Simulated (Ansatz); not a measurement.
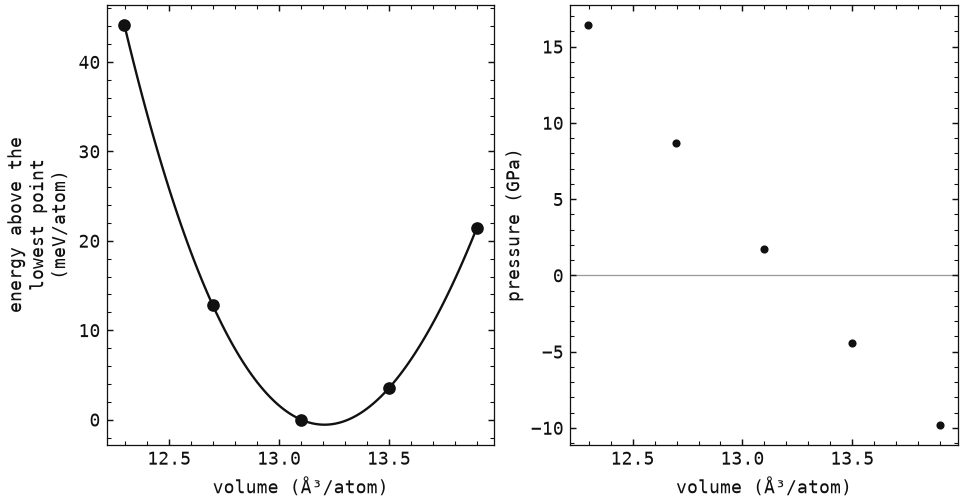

Caption: Energy above the lowest point and pressure against volume for V, space group Im-3m (No. 229) (one of a set of cubic test structures, which need not be the stable phase).

A third-order Birch–Murnaghan fit gives V0 = 13.21 Å³/atom, B0 = 208 GPa. The energy above the lowest point is 44.1 meV/atom at volume 12.30 Å³/atom and 21.4 meV/atom at 13.90 Å³/atom; the lowest computed point is at volume 13.10 Å³/atom (0.0 meV/atom), and no other minimum shows among the points. The pressure falls from 16.4 GPa at volume 12.30 Å³/atom to −9.8 GPa at 13.90 Å³/atom, and changes sign near 13.21 Å³/atom.

Method: equation of state of a cubic crystal from periodic Kohn-Sham density functional theory without spin, third-order Birch-Murnaghan fit to the free energies; pressure corrected for the finite basis (Ansatz 0.2.0 development build). Level: HSE06.

```
                setting                   value
         structure type                     bcc
          atoms in cell                       1
     space group number                     229
       lattice centring  body-centred primitive
                 k mesh                   6×6×6
      occupation method             Fermi–Dirac
       occupation width                  0.1 eV
            wave cutoff                  840 eV
               datasets           hand-made PAW
      density tolerance                    0 eV
                  bands                      11
   density cutoff ratio                       4
search for lower states                 default
   exchange singularity             regularized
```

Limits of the calculation: coarse k-mesh, values are not converged in k.

Input of one of the runs behind the figure:
```
crystal:
  lattice:
    - [-1.484966140627, 1.484966140627, 1.484966140627]
    - [1.484966140627, -1.484966140627, 1.484966140627]
    - [1.484966140627, 1.484966140627, -1.484966140627]
  atoms:
    - { symbol: V, position: [0.0, 0.0, 0.0] }
kpoints:
  mp_grid: { grid: [6, 6, 6] }
hamiltonian:
  xc: hse06
  pseudopotentials: { kind: paw, source: ansatz }
scf:
  occupations: { method: fermi_dirac, width: 0.1 }
  convergence: { dr2_threshold: "1e-10 eV" }
  exx: { energy_threshold: "1e-8 eV", singularity: regularized }
output:
  forces: true
  stress: true
  eigenvalues: true
```

Run as:
```bash
ansatz run input.yaml --threads 2
```
